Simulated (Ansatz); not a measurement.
Geometry relaxation, with input and output: Ti3Al11 (part 2 of 2)

The same run, continued: Ti3Al11 (slab, 14 atoms in the cell); DFT PBEsol, scalar-relativistic, plane waves, PAW, no spin polarisation (Ansatz 0.2.0); cutoff 420 eV, 6×6×1 k-mesh, Gaussian smearing of 0.1 eV. The structure derives from a Materials Project entry. The input holds or restrains some coordinates. Forces given for the steps count only the free coordinates. It belongs to a series of runs on one base structure; here: clean slab, lower half held.

Geometry of the input (Å; fractional positions):
```
5.0569  0.0000  0.0000
2.1779  4.5638  0.0000
0.0000  0.0000  25.0940
Al 0.5000  0.0000  0.3387
Al -0.0000  0.5000  0.3387
Ti 0.5000  0.5000  0.3925
Al 0.0000  0.0000  0.3925
Al -0.0000  0.5000  0.4462
Al 0.5000  0.0000  0.4462
Ti 0.0000  0.0000  0.5000
Al 0.5000  0.5000  0.5000
Al 0.5000  0.0000  0.5538
Al -0.0000  0.5000  0.5538
Ti 0.5000  0.5000  0.6075
Al 0.0000  0.0000  0.6075
Al -0.0000  0.5000  0.6613
Al 0.5000  0.0000  0.6613
```

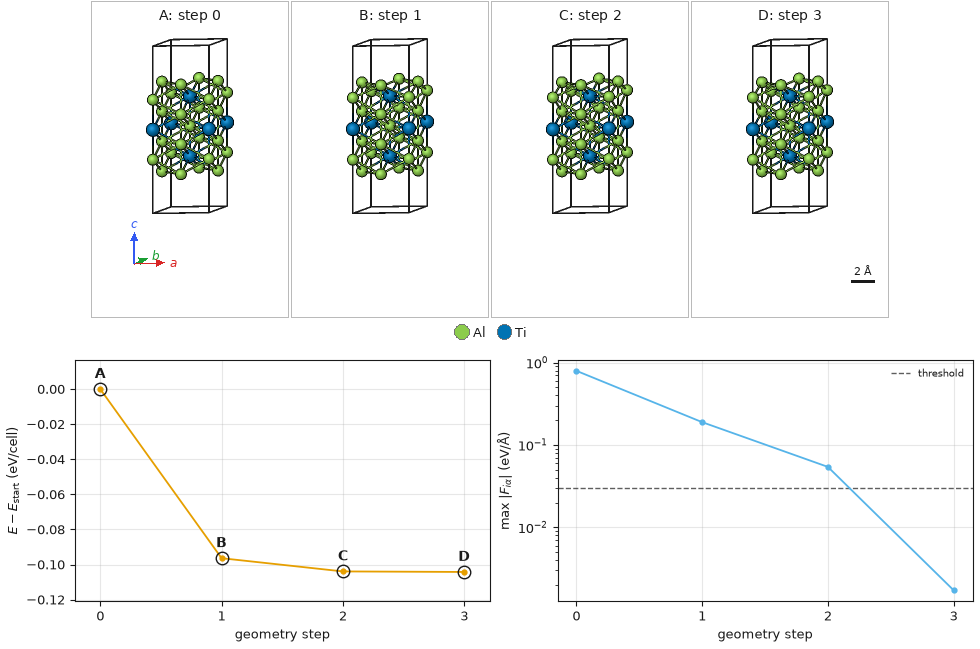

Fig. 1: Frames of the restrained relaxation (ball-and-stick view of the cell of the calculation, with the vacuum cut short, seen slightly off an axis) above the curves, on which the letters mark them (the first geometry is step 0 here and step 1 in the log).

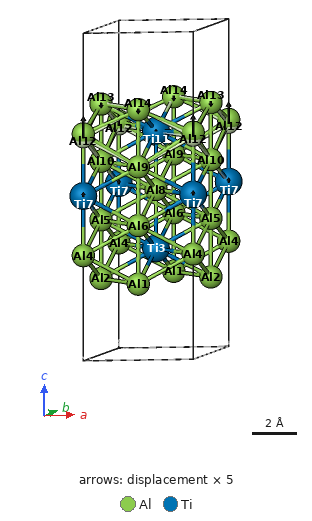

Fig. 2: Start (faint) and end (solid) with the displacements as black arrows, magnified 5 times (ball-and-stick view of the cell of the calculation, with the vacuum cut short, seen slightly off an axis). The energy falls by 0.104 eV per cell of the calculation in 3 geometry steps. Largest force component: 0.8 eV/Å at the start, 0.0017 eV/Å at the end. The largest move is that of Al12, 0.21 Å. Largest moves by element: Al 0.21 Å, Ti 0.05 Å. The lattice vectors keep their values. Among the contacts that change: Ti7–Al12 2.698 → 2.860 Å, Al12–Al13 2.866 → 2.750 Å, Al10–Al12 2.866 → 2.967 Å, Al10–Al13 2.698 → 2.633 Å. (Atoms are counted from 1 in the order of the input.)

```
SCF converged after 6 iterations
Free energy (F): -13192.459826 eV
Harris-Foulkes:  -13192.459826 eV  (|F-HF|=6.62e-9)
Internal energy: -13192.408943 eV  (E = F + TS)
E sigma→0 (E₀):  -13192.434384 eV
Entropy (-TS):   -0.050883 eV (-3.634 meV/atom)
Fermi energy:    0.956783 eV
Dipole field:    D = -0.000639 V/Å  (p = -0.002046 e·Å, saw-weighted, corrected)
Work function:   Φ+ = 4.2340 eV   Φ− = 4.2180 eV
Levels:          The Fermi level and band energies are counted from a zero that moves with the ramp; work functions are not
--- Per-component energies (eV) ---
  E_band       = -1002.953032
  E_kinetic    = 1065.202830
  E_local      = -36110.709055  (includes V_loc(G=0)·N_el)
  E_nonlocal   = 146.888827
  E_hartree    = 17565.098411
  E_xc         = -719.900564
  E_vxc        = -680.370236  (∫ρ·V_xc dr)
  E_paw        = -8071.957810  (= ΣΔE_a)
  E_vpaw       = -554.151978  (= ΣTr[D̂ρ^β])
  E_aug_tail   = 0.000316  (compensation charges beyond the density's cutoff)
  E_efield     = 0.000001  (sawtooth field / dipole correction)
  E_vefield    = 0.000801  (∫n·V_field dr)
  E_ewald      = 12932.339420
  E_core_change = 0.628682  (= ΣΔE_core)
  E_smearing   = -0.050883  (= −TS)
  E_closure    = -0.000000  (closes the sum)
  Σ components = -13192.459826   (vs F -13192.459826, Δ=0.00e0)
--- Forces (eV/Å), atoms counted from 1 ---
  atom   1  Al    -0.00000000     0.00000000     0.40286898
  atom   2  Al     0.00000000     0.00000000     0.40286898
  atom   3  Ti     0.00000000     0.00000000    -0.07034875
  atom   4  Al    -0.00000000     0.00000000    -0.67156656
  atom   5  Al     0.00000000     0.00000000    -0.03233493
  atom   6  Al     0.00000000    -0.00000000    -0.03233493
  atom   7  Ti     0.00000000    -0.00000000    -0.00034126
  atom   8  Al     0.00000000     0.00000000     0.00018588
  atom   9  Al     0.00000000     0.00000000    -0.00035235
  atom  10  Al     0.00000000     0.00000000    -0.00035235
  atom  11  Ti     0.00000000    -0.00000000     0.00083576
  atom  12  Al     0.00000000     0.00000000     0.00171995
  atom  13  Al     0.00000000     0.00000000    -0.00042820
  atom  14  Al     0.00000000     0.00000000    -0.00042820
  max |Σ_I F_I| component: 8.00e-6 eV/Å
--- Band table (eV; the first three rows and the last of 13) ---
  k-point 0: bands = ["-55.2962", "-55.2442", "-55.2086", "-31.7948", "-31.7421", "-31.6435", "-31.6365", "-31.6302", "-31.6206", "-31.6039", "-31.5801", "-31.5681", "-8.7555", "-7.8328", "-6.4246", "-4.2717", "-3.1064", "-2.8279", "-2.5751", "-2.3395", "-2.0838", "-1.6660", "-1.5278", "-1.4219", "-1.2807", "-1.1462", "-0.8541", "-0.8477", "-0.5078", "-0.1822", "-0.1497", "-0.1058", "0.2752", "0.5527", "0.6742", "0.8404", "0.8878", "1.8543", "2.3281", "2.4607", "2.9090", "2.9859", "3.1676", "3.1751", "3.2564", "3.3727", "3.6690", "3.7058", "3.8096"]
  k-point 1: bands = ["-55.2962", "-55.2441", "-55.2085", "-31.7947", "-31.7421", "-31.6449", "-31.6359", "-31.6304", "-31.6201", "-31.6045", "-31.5803", "-31.5683", "-8.5551", "-7.6388", "-6.2485", "-4.3220", "-4.1196", "-3.5929", "-2.8616", "-2.7167", "-1.7651", "-1.6997", "-1.6738", "-1.4575", "-1.4057", "-0.7194", "-0.5398", "-0.4592", "-0.2795", "-0.2543", "-0.0101", "0.0410", "0.1745", "0.3832", "0.5155", "0.7610", "1.1417", "2.0885", "2.3156", "2.5737", "2.7089", "2.8459", "2.9425", "3.0069", "3.4570", "3.6469", "3.8702", "3.9031", "4.0982"]
  k-point 2: bands = ["-55.2962", "-55.2441", "-55.2085", "-31.7947", "-31.7420", "-31.6473", "-31.6348", "-31.6308", "-31.6196", "-31.6056", "-31.5806", "-31.5687", "-7.9663", "-7.0726", "-5.9588", "-5.4896", "-4.9380", "-3.8132", "-3.6652", "-2.9639", "-2.3779", "-2.1216", "-1.7532", "-1.7257", "-1.6027", "-0.8904", "-0.5132", "-0.1750", "-0.0247", "0.0115", "0.1990", "0.4990", "0.5936", "0.6307", "0.9104", "1.2949", "1.4477", "2.1263", "2.2601", "2.4301", "2.5907", "2.7510", "2.8188", "3.0642", "3.5031", "3.9190", "3.9588", "4.1287", "4.2328"]
  k-point 12: bands = ["-55.2962", "-55.2441", "-55.2085", "-31.7945", "-31.7417", "-31.6441", "-31.6363", "-31.6318", "-31.6212", "-31.6044", "-31.5819", "-31.5695", "-7.2229", "-6.4418", "-6.1508", "-5.2528", "-5.1268", "-4.7595", "-3.7572", "-3.5624", "-2.9746", "-2.5714", "-2.4133", "-1.6963", "-1.2702", "-1.2257", "-1.2079", "-0.5722", "0.0133", "0.2201", "0.2276", "0.7203", "0.7556", "1.2470", "1.3769", "1.5201", "1.6200", "1.7624", "1.8634", "2.1093", "2.5347", "2.6431", "2.8814", "3.3975", "3.5344", "3.6895", "3.8441", "4.1818", "4.6681"]
--- Relaxed structure (4 steps of the walk, 4 accepted, 0 SCFs on fresh bases) ---
  F+E_penalty+E_count = -13192.45982566 eV   max|allowed force component| = 1.720e-3 eV/Å
  atoms:
    - { symbol: Al, position: [0.5, 0.0, 0.3387263901] }
    - { symbol: Al, position: [0.0, 0.5, 0.3387263901] }
    - { symbol: Ti, position: [0.5, 0.49999999999999994, 0.39248426000000003] }
    - { symbol: Al, position: [0.0, 0.0, 0.39248426000000003] }
    - { symbol: Al, position: [0.0, 0.5, 0.44624213000000007] }
    - { symbol: Al, position: [0.5, 0.0, 0.44624213000000007] }
    - { symbol: Ti, position: [2.4396980699607264e-35, -2.90124143762209e-35, 0.5019834194426138] }
    - { symbol: Al, position: [0.5, 0.49999999999999994, 0.5005466324607176] }
    - { symbol: Al, position: [0.5, 0.0, 0.5541079365754829] }
    - { symbol: Al, position: [0.0, 0.5, 0.5541079365754829] }
    - { symbol: Ti, position: [0.5, 0.49999999999999994, 0.6083841793048722] }
    - { symbol: Al, position: [-7.897908600032157e-35, 9.494971977672393e-35, 0.6159509012868921] }
    - { symbol: Al, position: [0.0, 0.5, 0.6590355929376138] }
    - { symbol: Al, position: [0.5, 0.0, 0.6590355929376138] }
```

## Trajectory as extended XYZ (Å, eV, eV/Å), 4 frames, from step=1 to step=4
```
14
Lattice="5.0569 0.0000 0.0000 2.1779 4.5638 0.0000 0.0000 0.0000 25.0940" Properties=species:S:1:pos:R:3:forces:R:3 step=1 energy=-13192.35562
Al    2.5284    0.0000    8.5000    0.0000   0.0000   0.3978
Al    1.0890    2.2819    8.5000    0.0000   0.0000   0.3978
Ti    3.6174    2.2819    9.8490    0.0000   0.0000  -0.1548
Al    0.0000    0.0000    9.8490    0.0000   0.0000  -0.7952
Al    1.0890    2.2819   11.1980    0.0000   0.0000  -0.1112
Al    2.5284    0.0000   11.1980    0.0000   0.0000  -0.1112
Ti    0.0000    0.0000   12.5470    0.0000   0.0000   0.0000
Al    3.6174    2.2819   12.5470    0.0000   0.0000   0.0000
Al    2.5284    0.0000   13.8960    0.0000   0.0000   0.1112
Al    1.0890    2.2819   13.8960    0.0000   0.0000   0.1112
Ti    3.6174    2.2819   15.2450    0.0000   0.0000   0.1548
Al    0.0000    0.0000   15.2450    0.0000   0.0000   0.7952
Al    1.0890    2.2819   16.5940    0.0000   0.0000  -0.3978
Al    2.5284    0.0000   16.5940    0.0000   0.0000  -0.3978
14
Lattice="5.0569 0.0000 0.0000 2.1779 4.5638 0.0000 0.0000 0.0000 25.0940" Properties=species:S:1:pos:R:3:forces:R:3 step=2 energy=-13192.45198
Al    2.5284    0.0000    8.5000    0.0000   0.0000   0.4055
Al    1.0890    2.2819    8.5000    0.0000   0.0000   0.4055
Ti    3.6174    2.2819    9.8490    0.0000   0.0000  -0.0419
Al    0.0000    0.0000    9.8490    0.0000   0.0000  -0.6297
Al    1.0890    2.2819   11.1980    0.0000   0.0000   0.0046
Al    2.5284    0.0000   11.1980    0.0000   0.0000   0.0046
Ti    0.0000    0.0000   12.6097    0.0000   0.0000  -0.1550
Al    3.6174    2.2819   12.5685    0.0000   0.0000   0.0078
Al    2.5284    0.0000   13.9144    0.0000   0.0000  -0.1071
Al    1.0890    2.2819   13.9144    0.0000   0.0000  -0.1071
Ti    3.6174    2.2819   15.2926    0.0000   0.0000  -0.1892
Al    0.0000    0.0000   15.4315    0.0000   0.0000   0.1187
Al    1.0890    2.2819   16.5238    0.0000   0.0000   0.1411
Al    2.5284    0.0000   16.5238    0.0000   0.0000   0.1411
14
Lattice="5.0569 0.0000 0.0000 2.1779 4.5638 0.0000 0.0000 0.0000 25.0940" Properties=species:S:1:pos:R:3:forces:R:3 step=3 energy=-13192.45952
Al    2.5284    0.0000    8.5000    0.0000   0.0000   0.4011
Al    1.0890    2.2819    8.5000    0.0000   0.0000   0.4011
Ti    3.6174    2.2819    9.8490    0.0000   0.0000  -0.0791
Al    0.0000    0.0000    9.8490    0.0000   0.0000  -0.6857
Al    1.0890    2.2819   11.1980    0.0000   0.0000  -0.0321
Al    2.5284    0.0000   11.1980    0.0000   0.0000  -0.0321
Ti    0.0000    0.0000   12.5919    0.0000   0.0000   0.0542
Al    3.6174    2.2819   12.5580    0.0000   0.0000   0.0174
Al    2.5284    0.0000   13.9071    0.0000   0.0000  -0.0178
Al    1.0890    2.2819   13.9071    0.0000   0.0000  -0.0178
Ti    3.6174    2.2819   15.2634    0.0000   0.0000   0.0275
Al    0.0000    0.0000   15.4611    0.0000   0.0000  -0.0199
Al    1.0890    2.2819   16.5401    0.0000   0.0000  -0.0084
Al    2.5284    0.0000   16.5401    0.0000   0.0000  -0.0084
14
Lattice="5.0569 0.0000 0.0000 2.1779 4.5638 0.0000 0.0000 0.0000 25.0940" Properties=species:S:1:pos:R:3:forces:R:3 step=4 energy=-13192.45983
Al    2.5284    0.0000    8.5000    0.0000   0.0000   0.4029
Al    1.0890    2.2819    8.5000    0.0000   0.0000   0.4029
Ti    3.6174    2.2819    9.8490    0.0000   0.0000  -0.0703
Al    0.0000    0.0000    9.8490    0.0000   0.0000  -0.6716
Al    1.0890    2.2819   11.1980    0.0000   0.0000  -0.0323
Al    2.5284    0.0000   11.1980    0.0000   0.0000  -0.0323
Ti    0.0000    0.0000   12.5968    0.0000   0.0000  -0.0003
Al    3.6174    2.2819   12.5607    0.0000   0.0000   0.0002
Al    2.5284    0.0000   13.9048    0.0000   0.0000  -0.0004
Al    1.0890    2.2819   13.9048    0.0000   0.0000  -0.0004
Ti    3.6174    2.2819   15.2668    0.0000   0.0000   0.0008
Al    0.0000    0.0000   15.4567    0.0000   0.0000   0.0017
Al    1.0890    2.2819   16.5378    0.0000   0.0000  -0.0004
Al    2.5284    0.0000   16.5378    0.0000   0.0000  -0.0004
```

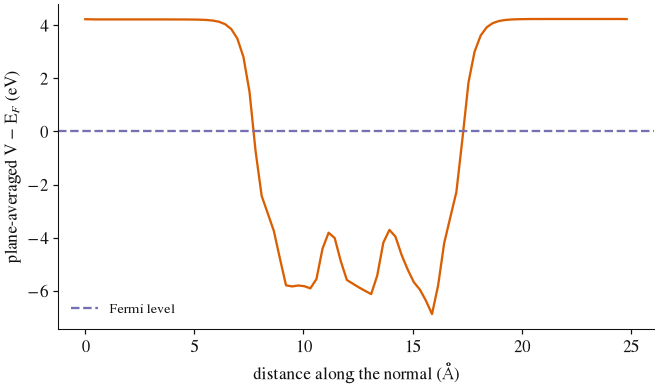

Fig. 3: Plane average of the electrostatic potential energy of an electron across the cell, from the Fermi level. The vacuum level lies 4.23 eV above the Fermi level.

## Key numbers

- outcome: converged under the restraints of the input
- electrons treated: 69
- free energy: −13192.4598 eV
- work function, top face: 4.23 eV
- work function, bottom face: 4.22 eV
- Fermi energy: 0.957 eV
- gap on the k-point mesh: none (metallic)
- final volume: 579.14 Å³
- work function (upper face): 4.23 eV
- largest force (length of the vector) at the end, held atoms and coordinates included: 0.672 eV/Å
- wall time: 37 s (CPU time 72 s)
- peak memory: 0.92 GiB
